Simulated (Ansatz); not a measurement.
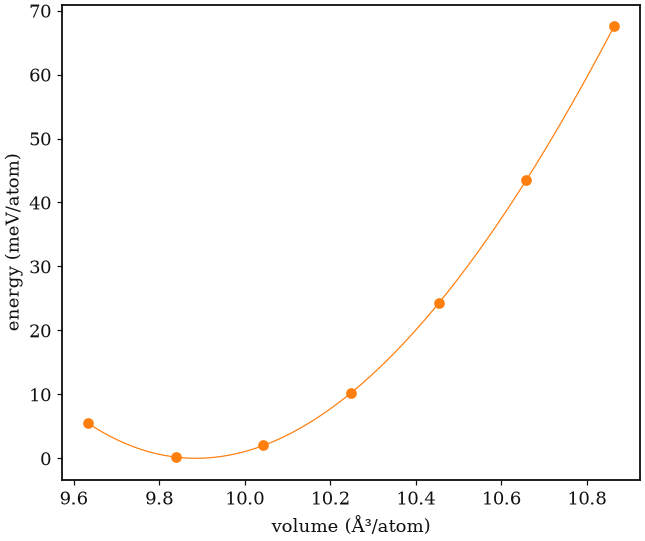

The figure shows the energy against volume for ZrB₂, space group P6/mmm (No. 191).

The given structure:
```xyz
3
Lattice="3.1700 0.0000 0.0000 -1.5850 2.7453 0.0000 0.0000 0.0000 3.5330" Properties=species:S:1:pos:R:3 pbc="T T T"
Zr    0.0000    0.0000    0.0000
B     1.5850    0.9151    1.7665
B     0.0000    1.8302    1.7665
```

Calculation (Ansatz 0.2.0): all-electron LAPW DFT, no spin polarisation; energies at scaled volumes of the given cell, shape and fractions fixed, counted from the fit's minimum, third-order Birch-Murnaghan fit. Level: LDA.

- k mesh: 10×10×8
- occupations: Fermi–Dirac
- smearing width: 0.05 eV
- potentials: all electron LAPW, scalar relativistic
- program settings: basis error eV/atom 0.002

This calculation gives: equilibrium volume 9.89 Å³/atom and bulk modulus 261 GPa.

Now Zr is replaced by Ti on all its sites, which gives TiB₂ in the same structure. What happens?

The equilibrium volume falls from 9.89 to 8.19 Å³/atom (−17 %) and the bulk modulus rises from 261 to 281 GPa (+7.7 %).

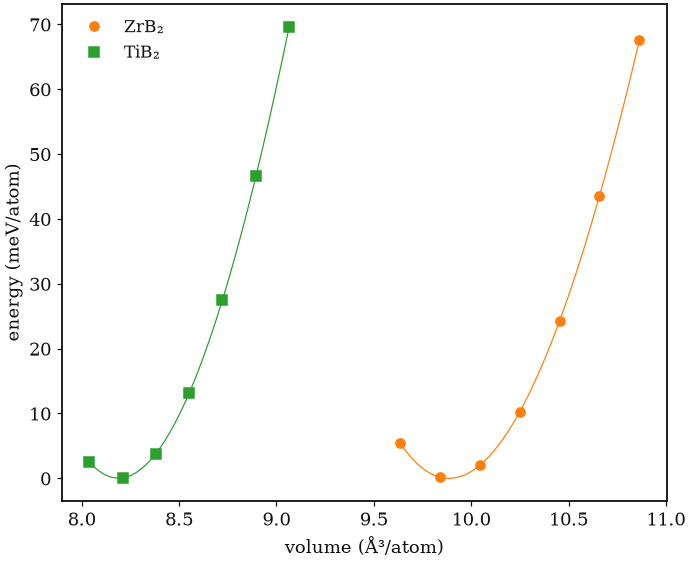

The two results together.

For both, limits of the calculation: shape and atomic fractions are frozen while scaling, which makes layered, chain and framework solids too stiff.

V0 and the bulk modulus come from third-order Birch–Murnaghan fits.
